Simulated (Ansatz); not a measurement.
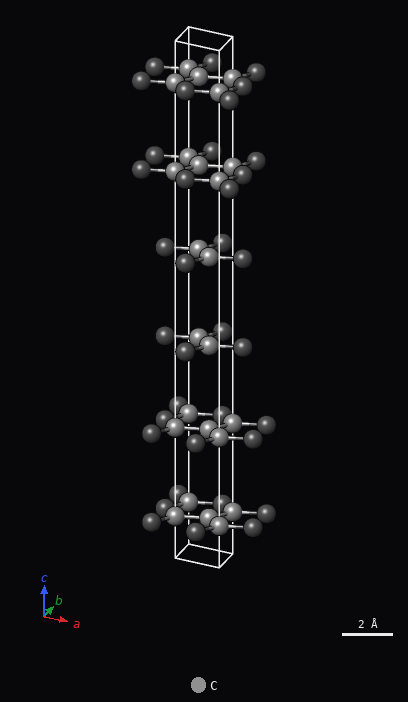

*The structure (ball-and-stick view of the cell of the calculation, seen slightly off an axis; neighbours outside the cell are drawn fainter). An atom can appear more than once, as a periodic image.*

## Single-point calculation of C

System: C (R-3m, 12 atoms in the cell).
Method: DFT r2SCAN, scalar-relativistic, plane waves, PAW, no spin polarisation (Ansatz 0.2.0).

The structure derives from a Materials Project entry. It belongs to a series of runs on one base structure; here: band edges sought over the zone.

## What the program printed
```
Engine: ansatz 0.2.0, x86_64-unknown-linux-gnu
Pseudopotentials: kind: paw
Pseudopotential: C, paw, valence charge 4, recommended cutoff 500 eV (meta_gga), C.paw.azcp
Functional definition: r2SCAN
  parameter k0 = 0.174
  parameter k1 = 0.065
  parameter a1 = 4.9479
  exchange = r2scan_x(k0 = k0, k1 = k1, a1 = a1)
  correlation = r2scan_c
Crystal: 12 atoms, lattice volume = 113.519 Å³
Basis set: ecut = 500 eV, 2917 PW (Γ), exchange–correlation on 72×72×640 points (64 copies of the dense FFT grid, shifted against one another)
Bands: 36, of which v1, the nominal top of the filled ones, is band 24 counted from 1 (23 counted from 0)
Symmetry: 36 space group operations
Space group: R-3m (ITA 166), of the structure as read, at distance tolerance 4.8e-5 Å
k-points: 74 of 648
Non-local potential: C, projectors of the file, l = 0: 2, l = 1: 2, l = 2: 1
PAW form: soft (Blöchl's): semilocal exchange-correlation on the pseudo side does not see the compensation charge
PAW frozen core: C, regenerated for the run's functional (the file was generated under x = pbe(κ = 0.804, μ = 0.2195149727645171), c = pbe(β = 0.06672455060314922))
PAW one-centre angular grid: C, 302 points (default); XC on 239 of its mesh's 2573 points in the sphere
Initial density: read from a saved state, or passed on in memory by an earlier SCF of this step, an earlier step, the calling program or the single point that the run made first
Stability of the state it starts from, as read at its close in the unpolarized treatment: not read negative (Ritz values of 1 − χ₀K, real part plus size of imaginary part, from 1.0 to 1.2, by its mixing steps under the symmetry group of the SCF that read it)
Initial wavefunctions: pseudopotential atomic-orbital guess
Functional: x = r2scan, c = r2scan; τ floored in thin density (d = 2e-4 eV/Å³)
iter 1 solved again at ethr=3.87e-8 eV; its pass at ethr=3.10e-3 eV (dr2=1.86e-5 eV) is discarded
SCF iter   1: F=—  HF=-3019.986072 eV  |F-HF|=—  |Δ(HF+E_count)|=         —  Δρ=1.24e-5  dr2=7.00e-8  dr2_τ=6.31e-9  ethr=3.87e-8  ⟨swp⟩=6.9  Hψ=25447  notcnv=0  defer=10
preconditioner: auto → none  [insulator: Δε(μ)=0.191 eV  Ē_g=16.565 eV  σ=0.010 eV  W_gap=1.00  n_scr=16 (ndim 8)  ℏωp=24.1 eV  f_vac=0.069  D(μ)=0.00/eV (n_scr^D=0)  ε∞_Penn≈3.1]
SCF iter   2: F=-3019.986073 eV  HF=-3019.986073 eV  |F-HF|=3.78e-9  |Δ(HF+E_count)|=   1.91e-7  Δρ=5.64e-6  dr2=1.14e-8  dr2_τ=1.30e-9  ethr=1.46e-10  ⟨swp⟩=14.6  Hψ=13080  notcnv=0
the search or the solves at the SCF's close seem to have found levels that the self-consistency loop had missed (the run counts 1). By its estimate they hold under 1e-12 electrons; where the run keeps them, the occupations were computed again with them
SCF 1 converged in 2 iterations: F = -3019.986073 eV  dr2 = 1.14e-8
  greatest PAW one-centre occupation: 0.687 electrons in one spin orbital (limit 2), on the C atom at site 11 (counted from 0), in its partial waves of l = 0
NSCF: frozen V_eff on 34 k-points
NSCF: frozen V_eff on 34 k-points
NSCF: frozen V_eff on 34 k-points
NSCF: frozen V_eff on 18 k-points
NSCF: frozen V_eff on 4 k-points
NSCF: frozen V_eff on 4 k-points
NSCF: frozen V_eff on 13 k-points
NSCF: frozen V_eff on 15 k-points
NSCF: frozen V_eff on 11 k-points
NSCF: frozen V_eff on 10 k-points
NSCF: frozen V_eff on 12 k-points
NSCF: frozen V_eff on 10 k-points
NSCF: frozen V_eff on 26 k-points
NSCF: frozen V_eff on 11 k-points
NSCF: frozen V_eff on 10 k-points
NSCF: frozen V_eff on 4 k-points
NSCF: frozen V_eff on 1 k-points
NSCF: frozen V_eff on 1 k-points
NSCF: frozen V_eff on 7 k-points
NSCF: frozen V_eff on 5 k-points
NSCF: frozen V_eff on 7 k-points
NSCF: frozen V_eff on 6 k-points
NSCF: frozen V_eff on 26 k-points
NSCF: frozen V_eff on 16 k-points
NSCF: frozen V_eff on 13 k-points
NSCF: frozen V_eff on 11 k-points
NSCF: frozen V_eff on 13 k-points
NSCF: frozen V_eff on 10 k-points
NSCF: frozen V_eff on 13 k-points
NSCF: frozen V_eff on 11 k-points
NSCF: frozen V_eff on 13 k-points
NSCF: frozen V_eff on 11 k-points
NSCF: frozen V_eff on 13 k-points
NSCF: frozen V_eff on 26 k-points
NSCF: frozen V_eff on 26 k-points
NSCF: frozen V_eff on 11 k-points
NSCF: frozen V_eff on 26 k-points
NSCF: frozen V_eff on 26 k-points
NSCF: frozen V_eff on 16 k-points
NSCF: frozen V_eff on 20 k-points
NSCF: frozen V_eff on 12 k-points
NSCF: frozen V_eff on 13 k-points
NSCF: frozen V_eff on 13 k-points
NSCF: frozen V_eff on 12 k-points
NSCF: frozen V_eff on 13 k-points
NSCF: frozen V_eff on 13 k-points
NSCF: frozen V_eff on 13 k-points
NSCF: frozen V_eff on 13 k-points
NSCF: frozen V_eff on 12 k-points
NSCF: frozen V_eff on 27 k-points
NSCF: frozen V_eff on 27 k-points
NSCF: frozen V_eff on 13 k-points
NSCF: frozen V_eff on 27 k-points
NSCF: frozen V_eff on 13 k-points
NSCF: frozen V_eff on 27 k-points
NSCF: frozen V_eff on 17 k-points
NSCF: frozen V_eff on 19 k-points
NSCF: frozen V_eff on 16 k-points
NSCF: frozen V_eff on 27 k-points
NSCF: frozen V_eff on 13 k-points
NSCF: frozen V_eff on 27 k-points
NSCF: frozen V_eff on 13 k-points
NSCF: frozen V_eff on 7 k-points
NSCF: frozen V_eff on 7 k-points
NSCF: frozen V_eff on 6 k-points
NSCF: frozen V_eff on 7 k-points
NSCF: frozen V_eff on 7 k-points
NSCF: frozen V_eff on 7 k-points
NSCF: frozen V_eff on 7 k-points
NSCF: frozen V_eff on 7 k-points
NSCF: frozen V_eff on 7 k-points
NSCF: frozen V_eff on 20 k-points
NSCF: frozen V_eff on 20 k-points
NSCF: frozen V_eff on 6 k-points
WARN: the band path's VBM lies 0.023 eV over its CBM: any gap on the run's own k-points comes from their sampling
NSCF: frozen V_eff on 3 k-points
SCF converged after 2 iterations
Free energy (F): -3019.986073 eV
Harris-Foulkes:  -3019.986073 eV  (|F-HF|=3.78e-9)
Internal energy: -3019.986073 eV  (E = F + TS)
E sigma→0 (E₀):  -3019.986073 eV
Fermi energy:    6.205115 eV
--- Per-component energies (eV) ---
  E_band       = -171.250013
  E_kinetic    = 1090.448595
  E_local      = -2095.586055  (includes V_loc(G=0)·N_el)
  E_nonlocal   = 323.417724
  E_hartree    = 666.171200
  E_xc         = -566.517634
  E_vxc        = -784.855375  (∫ρ·V_xc dr)
  E_paw        = -1210.557195  (= ΣΔE_a)
  E_vpaw       = -81.057738  (= ΣTr[D̂ρ^β])
  E_aug_tail   = 0.000063  (compensation charges beyond the density's cutoff)
  E_vtau       = 44.039145  (kinetic-family band-sum trace: ∫τ·v_τ [+ j·A + Jᵃ·Aᵃ] dr)
  E_ewald      = -1227.065485
  E_core_change = -0.297285  (= ΣΔE_core)
  E_smearing   = -0.000000  (= −TS)
  E_closure    = 0.000000  (closes the sum)
  Σ components = -3019.986073   (vs F -3019.986073, Δ=0.00e0)
--- Forces (eV/Å), atoms counted from 1 ---
  atom   1  C      0.00000000    -0.00000000     0.00025100
  atom   2  C     -0.00000000     0.00000000    -0.00033939
  atom   3  C     -0.00000000    -0.00000000     0.00033939
  atom   4  C      0.00000000     0.00000000    -0.00025100
  atom   5  C     -0.00000000    -0.00000000     0.00025100
  atom   6  C      0.00000000     0.00000000    -0.00033939
  atom   7  C      0.00000000    -0.00000000     0.00033939
  atom   8  C      0.00000000     0.00000000    -0.00025100
  atom   9  C      0.00000000    -0.00000000     0.00025100
  atom  10  C      0.00000000     0.00000000    -0.00033939
  atom  11  C     -0.00000000    -0.00000000     0.00033939
  atom  12  C     -0.00000000     0.00000000    -0.00025100
  max |Σ_I F_I| component: 1.48e-16 eV/Å
--- Stress (GPa, compression-positive) ---
        0.038517       0.000000       0.000000
       -0.000000       0.038517      -0.000000
        0.000000      -0.000000       0.024382
  P = ⅓ Tr σ = 0.0338 GPa (0.338 kbar)
--- Band table (eV; the first three rows and the last of 74) ---
  k-point 0: bands = ["-14.7296", "-14.6930", "-14.6930", "-14.6051", "-14.6051", "-14.5662", "-2.5727", "-2.2810", "-2.2810", "-1.5850", "-1.5850", "-1.2121", "2.9604", "2.9604", "2.9604", "2.9604", "2.9653", "2.9653", "2.9657", "2.9657", "2.9706", "2.9706", "2.9706", "2.9706", "9.9956", "11.0301", "11.0301", "13.5962", "13.5962", "14.9536", "14.9536", "14.9536", "14.9536", "14.9687", "14.9687", "14.9719"]
  k-point 1: bands = ["-14.7197", "-14.7197", "-14.6682", "-14.6306", "-14.5769", "-14.5769", "-2.4956", "-2.4956", "-2.0464", "-1.8460", "-1.3167", "-1.3167", "2.9597", "2.9597", "2.9626", "2.9626", "2.9626", "2.9626", "2.9685", "2.9685", "2.9685", "2.9685", "2.9714", "2.9714", "10.2675", "10.2675", "11.9570", "12.4575", "14.8803", "14.8803", "14.9511", "14.9511", "14.9605", "14.9605", "14.9605", "14.9605"]
  k-point 2: bands = ["-14.6518", "-14.6152", "-14.6152", "-14.5277", "-14.5277", "-14.4891", "-2.4783", "-2.1874", "-2.1874", "-1.4933", "-1.4933", "-1.1214", "2.6365", "2.6389", "2.6416", "2.6464", "2.6492", "2.6515", "2.7914", "2.7936", "2.7959", "2.8004", "2.8027", "2.8049", "10.0906", "11.1224", "11.1224", "13.6788", "13.6789", "14.9970", "14.9995", "15.0120", "15.0167", "15.0378", "15.0403", "15.2898"]
  k-point 73: bands = ["-7.3573", "-7.3573", "-7.3573", "-7.3253", "-7.3253", "-7.3253", "-7.3077", "-7.3077", "-7.3077", "-7.2770", "-7.2770", "-7.2770", "-4.9847", "-4.9847", "-4.9847", "-4.9576", "-4.9576", "-4.9576", "5.8593", "5.8593", "5.8593", "6.1094", "6.1094", "6.1094", "6.3008", "6.3008", "6.3008", "6.5824", "6.5824", "6.5824", "16.3946", "16.3946", "16.3946", "17.8424", "17.8424", "17.8424"]
```

The run was set up as follows.

## Input
```yaml
crystal:
  lattice:
    - [2.4557290936, 0.0, 0.0]
    - [-1.2278645468, 2.1267237798, 0.0]
    - [0.0, 0.0, 21.7357995567]
  atoms:
    - { symbol: C, position: [0.0, 0.0, 0.9189791265] }
    - { symbol: C, position: [0.3333333333, 0.6666666667, 0.9189758236] }
    - { symbol: C, position: [0.0, 0.0, 0.7476908431] }
    - { symbol: C, position: [0.3333333333, 0.6666666667, 0.7476875402] }
    - { symbol: C, position: [0.6666666667, 0.3333333333, 0.2523124598] }
    - { symbol: C, position: [0.0, 0.0, 0.2523091569] }
    - { symbol: C, position: [0.6666666667, 0.3333333333, 0.0810241764] }
    - { symbol: C, position: [0.0, 0.0, 0.0810208735] }
    - { symbol: C, position: [0.3333333333, 0.6666666667, 0.5856457932] }
    - { symbol: C, position: [0.6666666667, 0.3333333333, 0.5856424902] }
    - { symbol: C, position: [0.3333333333, 0.6666666667, 0.4143575098] }
    - { symbol: C, position: [0.6666666667, 0.3333333333, 0.4143542068] }
basis:
  ecutwfc: 500
kpoints:
  mp_grid: { grid: [18, 18, 2] }
  band_path: { path: [VBM, CBM], npoints: 2 }
hamiltonian:
  xc: r2scan
scf:
  occupations: { method: gaussian, width: 0.01 }
output:
  forces: true
  stress: true
  eigenvalues: true
checkpoint:
  read: start.run
  write: ck
  compress: false
  write_wavefunctions: false
  write_every: 100000
```

Launch command:
```bash
ansatz run input.yaml --threads 1 --pin off --max-ram 2560MiB --backend cpu --events-out ev --progress --plain --runs-dir out
```

## Results in brief

```csv
quantity,value
outcome,converged
space group (tolerance 0.01 Å),R-3m (166)
electrons treated,48
free energy,−3019.9861 eV
Fermi energy,6.205 eV
gap on the k-point mesh,0.19 eV
pressure,0.03 GPa
largest force (length of the vector),under 0.001 eV/Å
hardware,"1 thread of AMD EPYC (Zen 3), 189 GiB of memory available, shared host"
wall time,5.4 min
peak memory,0.71 GiB
```
